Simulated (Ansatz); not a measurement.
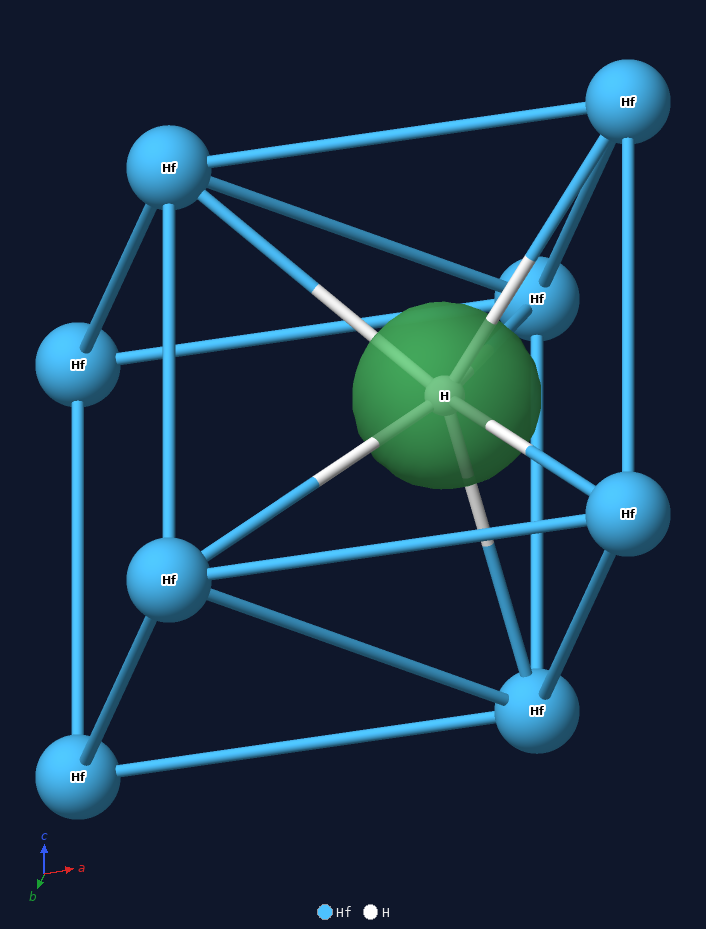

HfH. Isosurface of the ELF at 0.8 (green), seen at an oblique angle. Only the valence region is drawn (cores and ρ < 0.01 e/Å³ removed). Sticks mark near contacts.

Space group P-6m2; started from the tungsten carbide_187 prototype, which need not be the ambient phase; computed without spin polarisation.

All numbers below come from DFT PBE, scalar-relativistic, plane waves, PAW in Ansatz.

In a PAW calculation such maps are meaningful between the atoms, not at the nuclei.

> Where are the electrons localised?

The surface consists of one region around a hydrogen nucleus, counted in one cell of 2 atoms. Any copies at cell faces, edges or corners count once. Along the contacts the grid gives the following. Hf–H (2.31 Å): the ELF climbs to about 1 towards the hydrogen. Hf–Hf (2.90 Å): the ELF is about 0.45 at the midpoint.

> Metal or insulator at this level of theory?

It is metallic or semimetallic at this level of theory: no gap opens.
